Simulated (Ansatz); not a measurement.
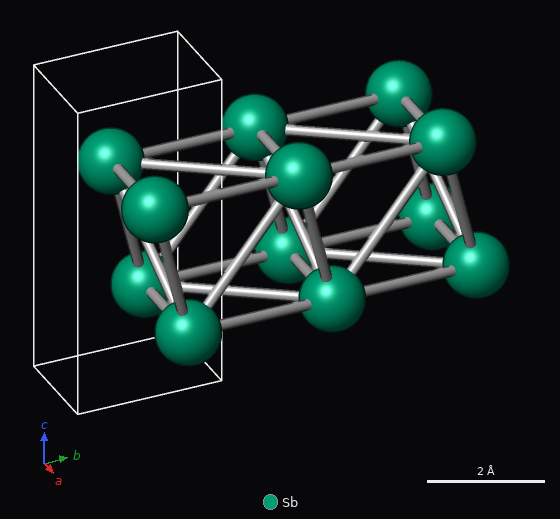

The starting point is a symmetric starting cell of Sb. The picture is a ball-and-stick view of the cell of the calculation, repeated 2 × 3 × 1 with one cell outlined, seen slightly off an axis.

Method: Ansatz 0.2.0, DFT PBEsol, scalar-relativistic, plane waves, PAW. Set-up: plane-wave cutoff 420 eV; k-point mesh 15 × 15 × 8; occupations gaussian; smearing width 0.1 eV; no spin polarisation.

Change: The cell is strained by +0.7 % along c and +3.7 % across it (volume +8.1 %), the atoms keeping their fractional coordinates. No relaxation follows. The starting cell wasn't computed here and needn't be at equilibrium, so pressure and forces aren't due to the change alone.

Input file:
```yaml
crystal:
  lattice:
    - [3.4920360661, 0.0, 0.0]
    - [-1.7460180331, 3.0241919441, 0.0]
    - [0.0, 0.0, 5.3647516]
  atoms:
    - { symbol: Sb, position: [0.3333333333, 0.6666666667, 0.25] }
    - { symbol: Sb, position: [0.6666666667, 0.3333333333, 0.75] }
basis:
  ecutwfc: 420
kpoints:
  mp_grid: { grid: [15, 15, 8] }
hamiltonian:
  xc: pbesol
scf:
  occupations: { method: gaussian, width: 0.1 }
output:
  forces: true
  stress: true
  eigenvalues: true
  populations: true
```

Run as
```bash
ansatz run input.yaml --threads 1 --pin off --max-ram 1331MiB --backend cpu --events-out ev --progress --plain --runs-dir out
```

> What is the effect?

The pressure is −4.4 GPa (not all of it need come from the change, since the unchanged cell can be under pressure at this level too). The principal stresses (compression positive) are −3.5 GPa along c and −4.9 GPa across it. All forces vanish by symmetry. Among the bonded contacts that change: Sb–Sb 3.369 → 3.492 Å, Sb–Sb 3.299 → 3.356 Å. The space group stays P6_3/mmc (No. 194).

Drawn alike, the variant:

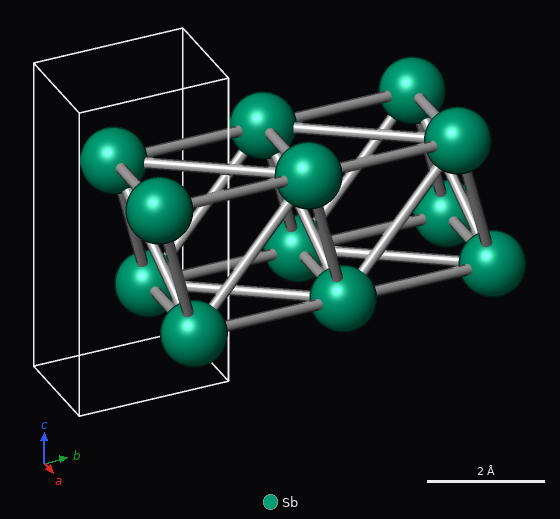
